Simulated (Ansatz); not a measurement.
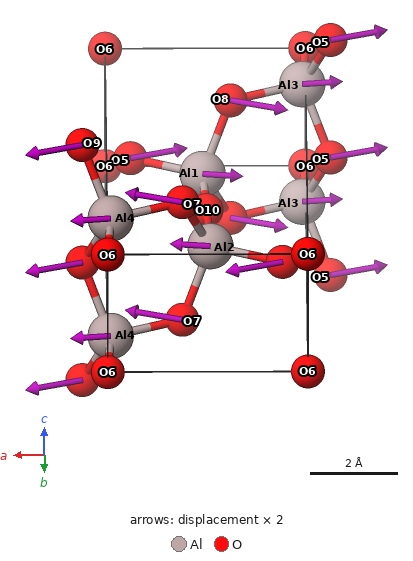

This is a relaxation of a crystal of Al₂O₃ (set up in Pnnm). The starting structure is drawn; purple arrows show the displacements (the part carried along by the change of the cell is left out), magnified 2 times.

The picture is a ball-and-stick view of the cell of the calculation, seen from a free direction.

Computed with DFT r2SCAN, scalar-relativistic, plane waves, PAW (Ansatz).

Input
```yaml
crystal:
  lattice:
    - [4.613777, 0.0, 0.0]
    - [0.0, 9.563279, 0.0]
    - [0.0, 0.0, 3.119862]
  atoms:
    - { symbol: Al, position: [0.517025, 0.324573, 0.5] }
    - { symbol: Al, position: [0.482975, 0.675427, 0.5] }
    - { symbol: Al, position: [0.017025, 0.175427, 0.0] }
    - { symbol: Al, position: [0.982975, 0.824573, 0.0] }
    - { symbol: O, position: [0.876365, 0.24695, 0.5] }
    - { symbol: O, position: [0.0, 0.0, 0.0] }
    - { symbol: O, position: [0.623635, 0.74695, 0.0] }
    - { symbol: O, position: [0.376365, 0.25305, 0.0] }
    - { symbol: O, position: [0.123635, 0.75305, 0.5] }
    - { symbol: O, position: [0.5, 0.5, 0.5] }
basis:
  ecutwfc: 500
kpoints:
  mp_grid: { grid: [6, 4, 8] }
hamiltonian:
  xc: r2scan
scf:
  occupations: { method: gaussian, width: 0.02 }
output:
  forces: true
  stress: true
  eigenvalues: true
relax:
  adjacent_minimum: "off"
  f_tol: 0.005
  max_steps: 80
  cell: { stress_tol: 0.05 }
```

Command:
```bash
ansatz run input.yaml --threads 2 --pin off --max-ram 5120MiB --backend cpu --events-out ev --progress --plain --runs-dir out
```

### Describe the change and its energy.

The energy falls by 24.7 meV per atom in 9 accepted moves (10 points after the start). Largest force component: 0.21 eV/Å at the start, 0.0042 eV/Å at the end. The pressure goes from −4.14 to 0.00 GPa. The SCF was repeated once at an unchanged geometry on a basis and grid sized afresh for the cell, which shifted the energy by 0.2 meV per atom at most. The largest moves relative to the cell, 0.71 Å, are those of O5, O7, O8 and O9. O5 goes roughly along [−3 −1 0]. By element the largest moves are O 0.71 Å, Al 0.48 Å. The volume changes by −3.2 %, with a 4.614 → 4.629 Å (+0.3 %), b 9.563 → 9.609 Å (+0.5 %), c 3.120 → 2.995 Å (−4.0 %). Near-neighbour distances that change, for instance: Al1–O8 1.823 → 1.794 Å, Al1–O5 1.817 → 1.801 Å, Al1–O10 1.679 → 1.673 Å. Bond angles that change, for instance: O6–Al4–O7 116.8° → 111.6°, Al1–O5–Al3 118.6° → 123.3°, O9–Al4–O9 117.7° → 113.2°. The space group stays Pnnm (No. 58). Cost: 3.3 min on 2 threads of Arm Neoverse V2, on a shared host, peak memory 0.8 GiB.
